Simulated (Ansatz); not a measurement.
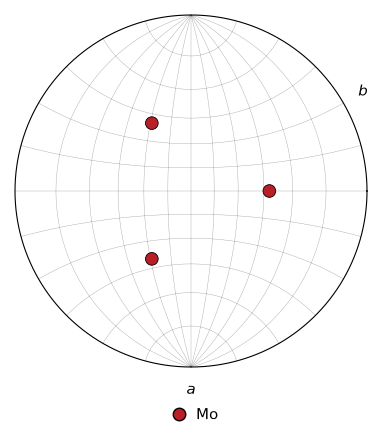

Directions from one tellurium atom at (1/3, 2/3, 0.617) to its bonded neighbours, in stereographic projection down c (filled: above the plane of the page or in it, open: below). Crystal: Te₂Mo, the geometry relaxed with Ansatz 0.2.0, DFT PBE+D3(BJ), scalar-relativistic, plane waves, PAW. All values are computed from the atomic coordinates in the standard setting (tolerance 0.002 Å).

Neighbours are counted up to 3.48 Å for Mo.

```
Te Mo
1.0
     3.49640    0.00000    0.00000
    -1.74820    3.02797    0.00000
     0.00000    0.00000   13.70084
Te Mo
4 2
Cartesian
  0.0000 2.0186 8.4581
  1.7482 1.0093 1.6077
  0.0000 2.0186 12.0932
  1.7482 1.0093 5.2428
  0.0000 2.0186 3.4252
  1.7482 1.0093 10.2756
```

Question: How many neighbours are there, and at what angles?

Answer: 3: 3 Mo at 2.72 Å. Angles between bonds: 80° (3×).

Question: What is the site's symmetry in the crystal?

Answer: Point group 3m (C3v), order 6: one threefold axis, three mirror planes. In P6₃/mmc, No. 194 this is Wyckoff position 4f.
